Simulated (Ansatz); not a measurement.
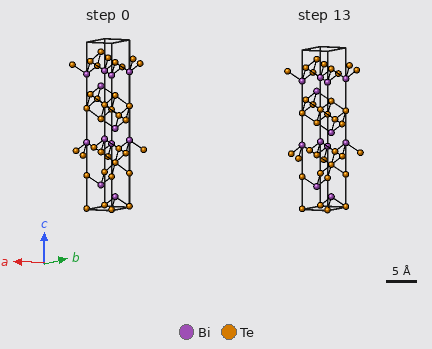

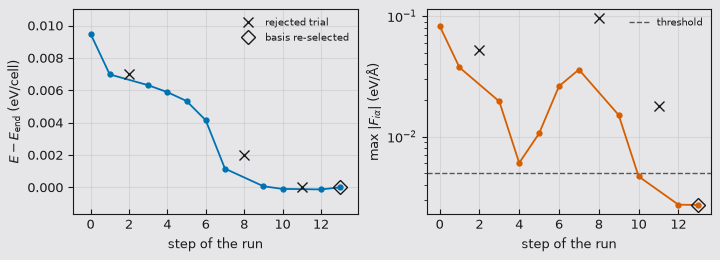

First and last geometry of a relaxation of a crystal of Bi2Te3 (set up in R3m), with the history of the run. The picture is a ball-and-stick view of the conventional cell (3 times the calculation's cell), seen from a free direction. Lengths and directions refer to the drawn axes.

Level of theory: DFT PBEsol, scalar-relativistic, plane waves, PAW in Ansatz. Set-up: plane-wave cutoff 420 eV; k-point mesh 12 × 12 × 12; occupations gaussian; smearing width 0.1 eV; no spin polarisation; cell and atoms relaxed; force threshold 0.005 eV/Å; at most 80 steps.

**Did the run converge, and what did it change?**

It converged. The energy falls by 9.5 meV per cell of the calculation in 9 accepted moves (13 points after the start). Largest force component: 0.083 eV/Å at the start, 0.0027 eV/Å at the end. The pressure goes from −0.05 to 0.00 GPa. The line search rejected the trial steps at points 2, 8, 11 of the run. At 1 point the geometry stayed and the basis and grid were re-selected for the new cell (energy shift of 0.1 meV per cell of the calculation at most each time). The largest moves relative to the cell, 0.086 Å, are those of Bi atoms. Largest moves by element: Bi 0.086 Å, Te 0.058 Å. The volume changes by −0.6 %, with a = b 4.390 → 4.484 Å (+2.1 %), c 29.119 → 27.731 Å (−4.8 %). Among the contacts that change: Bi–Te 3.099 → 3.177 Å, Te–Te 3.216 → 3.168 Å. Among the angles between lasting bonds that change: Te–Te–Te 86.1° → 90.1°, Te–Te–Te 93.9° → 89.9°, Bi–Te–Te 177.1° → 179.8°. The space group stays R-3m (No. 166).
